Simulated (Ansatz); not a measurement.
**MnS: geometry relaxation (part 2 of 2)**

The same run, continued: MnS (R3m, 2 atoms in the cell); DFT PBE, scalar-relativistic, plane waves, PAW, spin-polarised (Ansatz 0.2.0); cutoff 420 eV, 9×9×11 k-mesh, Gaussian smearing of 0.1 eV, collinear spins. The structure derives from an entry of the Crystallography Open Database. It belongs to a series of runs on one base structure; here: film's bulk on the substrate's plane, third vector and atoms relaxed.

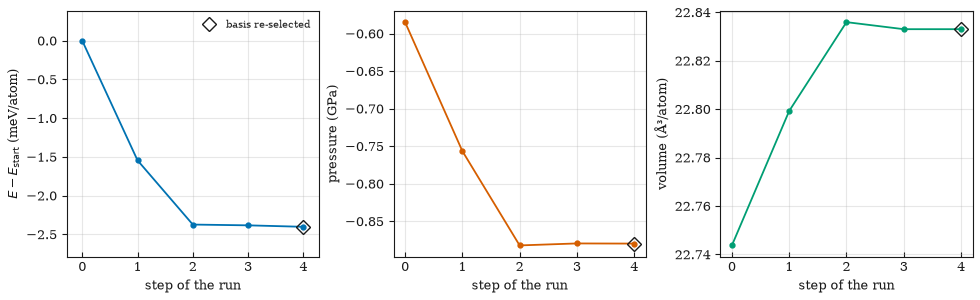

Progress of the relaxation, step by step (the first geometry is step 0 here and step 1 in the log).

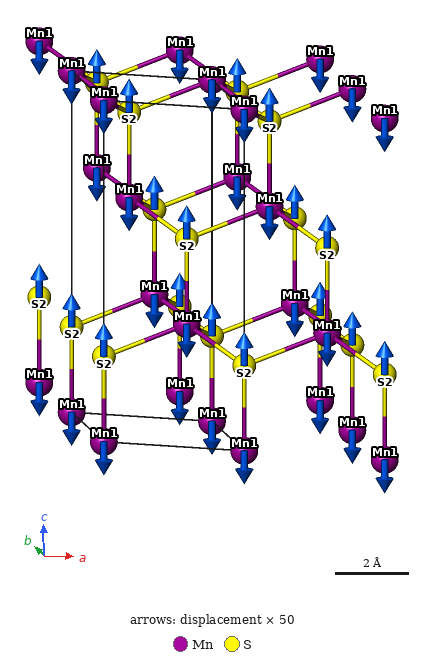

The starting structure with the displacements (without the part carried along by the change of the cell) as blue arrows, magnified 50 times (ball-and-stick view of the cell 3 times as large as that of the calculation, set on its symmetry axes, repeated 2 × 2 × 1, seen slightly off an axis). The largest moves relative to the cell, 0.019 Å, are those of Mn1 and S2. Largest moves by element: Mn 0.019 Å, S 0.019 Å. The drawn cell changes as follows: a = b stay at 4.050 Å, c 9.606 → 9.644 Å (+0.4 %); the volume changes by +0.4 %. Distances before and after: Mn1–S2 2.402 → 2.449 Å. The space group stays R3m (No. 160). Over 3 geometry steps the energy falls by 2.4 meV per atom. The largest force component goes from 0.22 to 0.00014 eV/Å. The pressure goes from −0.58 to −0.88 GPa. A last SCF at the same geometry on a re-selected plane-wave basis shifts the energy by next to nothing (0.0 meV per atom). (Atoms are counted from 1 in the order of the input.)

```
basis re-selected at this cell: Δ(F+E_penalty+E_count) = -3.838e-5 eV, ΔP = -0.000 GPa vs the last step (what re-selecting the basis moved, of the pressure what is left beyond the Pulay correction that the steps carried, after the strain that the cell walked since its last selection, with what the two solves' SCF thresholds leave and, on support functions, any second-order correction that the steps lacked; it is no measure of the basis error at this ecutwfc). This SCF's stress stands 2.21e-4 GPa from its target on what of the cell is left free (relax.cell.stress_tol is 1.00e-1 GPa) and its largest allowed force component is 1.42e-4 eV/Å (relax.f_tol is 1.00e-2 eV/Å): within both
SCF converged after 5 iterations
Magnetization: 4.9813 μB (12.9907 up, 8.0093 down)
Absolute magnetization: 4.9813 μB (∫|ρ↑−ρ↓|, with the PAW one-centre terms)
Spin contamination: 0.0124 ħ² per cell (⟨S²⟩ above its minimum at these occupations)
Per-site moments (μB) at R_I (Å): [(4.225974205800438, 1.0102319726374562), (0.12737817378376579, 1.0102319726374562)]
Free energy (F): -4801.844442 eV
Harris-Foulkes:  -4801.844442 eV  (|F-HF|=2.55e-11)
Internal energy: -4801.842516 eV  (E = F + TS)
E sigma→0 (E₀):  -4801.843479 eV
Entropy (-TS):   -0.001926 eV (-0.963 meV/atom)
Fermi energy:    7.081805 eV
--- Per-component energies (eV) ---
  E_band       = -365.179832
  E_kinetic    = 404.485988
  E_local      = -2832.671763  (includes V_loc(G=0)·N_el)
  E_nonlocal   = 280.265545
  E_hartree    = 1162.049594
  E_xc         = -207.532450
  E_vxc        = -228.495718  (∫ρ·V_xc dr)
  E_paw        = -1906.689863  (= ΣΔE_a)
  E_vpaw       = -312.862757  (= ΣTr[D̂ρ^β])
  E_aug_tail   = -0.000008  (compensation charges beyond the density's cutoff)
  E_ewald      = -1701.749558
  E_smearing   = -0.001926  (= −TS)
  E_closure    = -0.000000  (closes the sum)
  Σ components = -4801.844442   (vs F -4801.844442, Δ=0.00e0)
--- Forces (eV/Å), atoms counted from 1 ---
  atom   1  Mn     0.00000036    -0.00000021    -0.00014165
  atom   2  S     -0.00000037     0.00000021     0.00014163
  max |Σ_I F_I| component: 1.77e-8 eV/Å
--- Stress (GPa, compression-positive) ---
       -1.319112      -0.000267       0.000054
       -0.000267      -1.319421      -0.000031
        0.000054      -0.000031      -0.000211
  P = ⅓ Tr σ = -0.8796 GPa (-8.796 kbar)
--- Band table (eV; the first three rows and the last of 500) ---
  k-point 0 ↑: bands = ["-74.9798", "-43.7263", "-43.7257", "-43.7257", "-6.6829", "2.2421", "2.2421", "2.3271", "3.8405", "3.8406", "7.1344", "7.1344", "7.1633", "7.8134", "12.6272", "12.6273", "13.0271"]
  k-point 1 ↑: bands = ["-74.9798", "-43.7266", "-43.7258", "-43.7258", "-6.6354", "2.2493", "2.2613", "2.2613", "3.8356", "3.8357", "6.6562", "7.0548", "7.0548", "8.3152", "12.7565", "12.7566", "12.8745"]
  k-point 2 ↑: bands = ["-74.9797", "-43.7272", "-43.7259", "-43.7259", "-6.5039", "2.0554", "2.3103", "2.3103", "3.8311", "3.8312", "5.9071", "6.8479", "6.8479", "8.9909", "12.6758", "13.0292", "13.0293"]
  k-point 249 ↓: bands = ["-70.2314", "-39.0716", "-39.0684", "-39.0675", "-5.6031", "2.1881", "3.7352", "3.7413", "7.1660", "7.8893", "8.2313", "8.4941", "8.5064", "11.5675", "12.9310", "16.3387", "17.4830"]
--- Relaxed structure (4 steps of the walk, 4 accepted, 1 SCFs on fresh bases) ---
  F+E_penalty+E_count = -4801.84444237 eV   max|allowed force component| = 1.416e-4 eV/Å   (the final SCF, on the basis selected at the relaxed cell)
  cell:  # Å, volume = 45.6661 Å³
    - [4.050034235088961, 7.081616939703232e-11, -3.7396860543771284e-5]
    - [-2.0250171174331517, 3.5074325338479917, 3.7396889338826546e-5]
    - [2.024987549589655, -1.1691271069068654, 3.21471350503621]
  atoms:
    - { symbol: Mn, position: [0.0019693916403564645, -0.001969391640356467, -0.0059092489009339565] }
    - { symbol: S, position: [0.7480306083596437, 0.2519693916403565, 0.7559092489009339] }
--- Löwdin populations: 2 sites ---
  site symbol       q [e]    m [muB]
     0     Mn     13.9335     4.6115
     1      S      6.9126     0.2804
  spilling = 0.007326 (of n_electrons = 21.000000)
```

**Trajectory as extended XYZ (Å, eV, eV/Å), 5 frames, from step=1 to step=5**
```
2
Lattice="4.0500 0.0000 0.0000 -2.0250 3.5074 0.0000 2.0250 -1.1691 3.2022" Properties=species:S:1:pos:R:3:forces:R:3 step=1 energy=-4801.83964 pressure_GPa=-0.58
Mn    0.0000    0.0000    0.0000   -0.0002   0.0001  -0.2197
S     4.0500    0.0000    2.4016    0.0002  -0.0001   0.2197
2
Lattice="4.0500 0.0000 -0.0000 -2.0250 3.5074 0.0000 2.0250 -1.1691 3.2100" Properties=species:S:1:pos:R:3:forces:R:3 step=2 energy=-4801.84273 pressure_GPa=-0.76
Mn    0.0000    0.0000   -0.0068    0.0000   0.0000  -0.1279
S     4.0500    0.0000    2.4142    0.0000   0.0000   0.1279
2
Lattice="4.0500 0.0000 -0.0000 -2.0250 3.5074 0.0000 2.0250 -1.1691 3.2151" Properties=species:S:1:pos:R:3:forces:R:3 step=3 energy=-4801.84438 pressure_GPa=-0.88
Mn    0.0000    0.0000   -0.0175    0.0000   0.0000  -0.0129
S     4.0500    0.0000    2.4288    0.0000   0.0000   0.0129
2
Lattice="4.0500 0.0000 -0.0000 -2.0250 3.5074 0.0000 2.0250 -1.1691 3.2147" Properties=species:S:1:pos:R:3:forces:R:3 step=4 energy=-4801.84440 pressure_GPa=-0.88
Mn    0.0000    0.0000   -0.0190    0.0000   0.0000  -0.0001
S     4.0500    0.0000    2.4300    0.0000   0.0000   0.0001
2
Lattice="4.0500 0.0000 -0.0000 -2.0250 3.5074 0.0000 2.0250 -1.1691 3.2147" Properties=species:S:1:pos:R:3:forces:R:3 step=5 energy=-4801.84444 pressure_GPa=-0.88
Mn    0.0000    0.0000   -0.0190    0.0000   0.0000  -0.0001
S     4.0500    0.0000    2.4300    0.0000   0.0000   0.0001
```

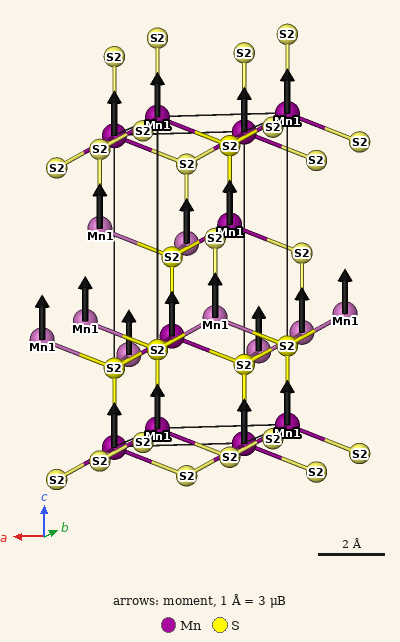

Magnetic moments of the sites as black arrows (ball-and-stick view of the cell 3 times as large as that of the calculation, set on its symmetry axes, seen at an oblique angle; neighbours outside the cell are drawn fainter; atoms are numbered from 1 in the order of the input); small moments hardly show. The run is collinear, so the axis drawn is arbitrary. Site moments: Mn1 (4.23 μB); S2 (0.13 μB). They are counted near the atoms and needn't add up to the moment of the cell.

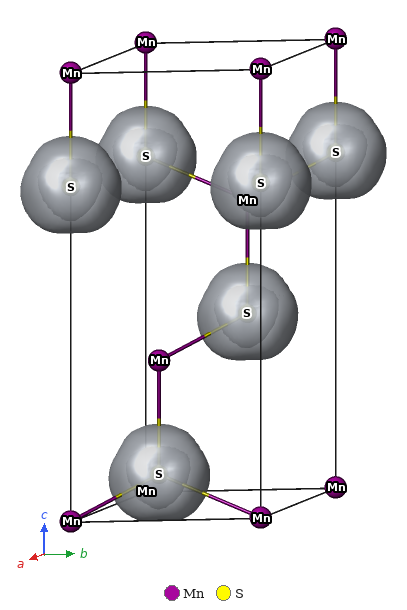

Isosurface of the ELF at 0.8 (grey), seen slightly off an axis. Core shells and regions of very low density are left out. Sticks mark near contacts. The outline is the cell set on symmetry axes. Along the contacts the grid gives the following. Mn–S (2.45 Å): the ELF is about 0.50 at the midpoint; a polar contact without a shared pair, in a metal. The fields are those of the smooth PAW valence density.

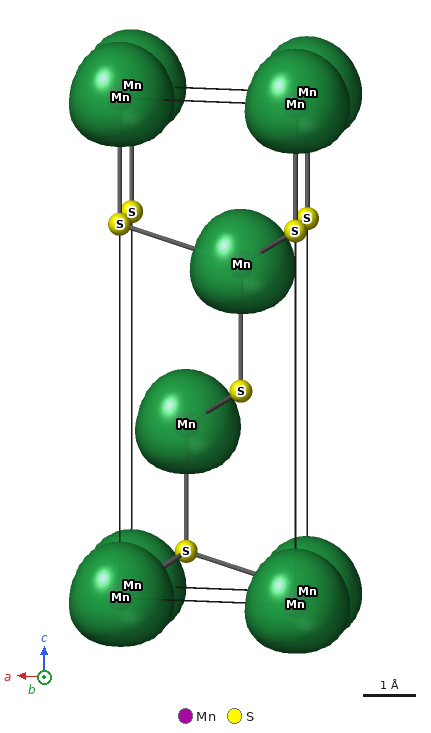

Isosurface of the spin density at +0.15 e/Å³ (green), seen at an oblique angle. Sticks mark near contacts. The outline is the cell set on symmetry axes. The cell of the calculation (2 atoms) carries 5.0 μB net.

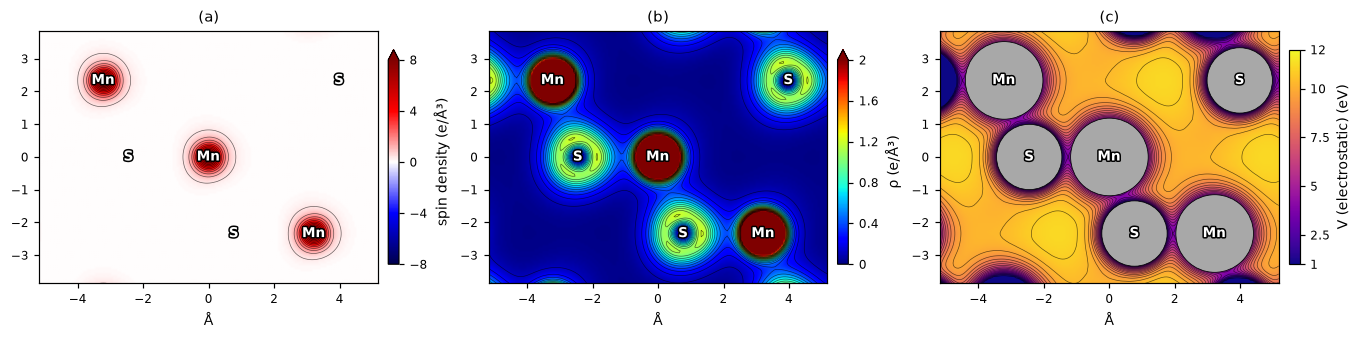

(a) spin density; (b) valence pseudo-density; (c) electrostatic potential energy of an electron on the (110) plane of the conventional cell. Grey discs, where drawn, cover atomic cores. Mn–S (2.45 Å): ρ is about 0.44 e/Å³ halfway. Away from the nuclei the density in this plane falls to 0.01 e/Å³ at its lowest. The cell of the calculation (2 atoms) carries 5.0 μB net. Outside the cores the potential energy rises away from the atoms and is highest about 2.3 Å from the nearest atoms; outside the discs it spans about 10 eV, and its zero is arbitrary.

This output came from the following input.

**The input**
```yaml
crystal:
  lattice:
    - [4.0500342353, 0.0, 0.0]
    - [-2.0250171176, 3.5074325339, 0.0]
    - [2.0250171176, -1.169144178, 3.20216569]
  atoms:
    - { symbol: Mn, position: [0.0, 0.0, 0.0], spin: 4.63 }
    - { symbol: S, position: [0.75, 0.25, 0.75], spin: 0.14 }
basis:
  ecutwfc: 420
kpoints:
  mp_grid: { grid: [9, 9, 11] }
hamiltonian:
  xc: pbe
scf:
  occupations: { method: gaussian, width: 0.1 }
output:
  forces: true
  stress: true
  eigenvalues: true
  populations: true
  write_density: true
  write_potential: true
  elf: true
  volumetric_format: npy
magnetization:
  spin_polarized: true
relax:
  adjacent_minimum: "off"
  f_tol: 0.01
  max_steps: 50
  cell: { fix: [a, b, gamma], stress_tol: 0.1 }
```

Command:
```bash
ansatz run input.yaml --threads 2 --pin off --max-ram 5120MiB --backend cpu --events-out ev --progress --plain --runs-dir out
```

**Results in brief**

| quantity | value |
| --- | --- |
| outcome | converged |
| space group (tolerance 0.01 Å) | R3m (160) |
| electrons treated | 21 |
| free energy | −4801.8444 eV |
| Fermi energy | 7.082 eV |
| gap on the k-point mesh | none (metallic) |
| net moment of the cell | 4.98 μB |
| integrated absolute moment | 4.98 μB |
| pressure | −0.88 GPa |
| final volume | 45.67 Å³ |
| largest force (length of the vector) at the end | under 0.001 eV/Å |
| final cell | a = 4.050 Å, b = 4.050 Å, c = 3.975 Å, α = 120.62°, β = 59.38°, γ = 120.00° |
| hardware | 2 threads of AMD EPYC (Zen 5), 32 GiB of memory available, shared host |
| wall time | 39 s (CPU time 75 s) |
| peak memory | 0.76 GiB |

**Notes**

Warnings of the run: the k-point mesh lowers the symmetry that the run can use.
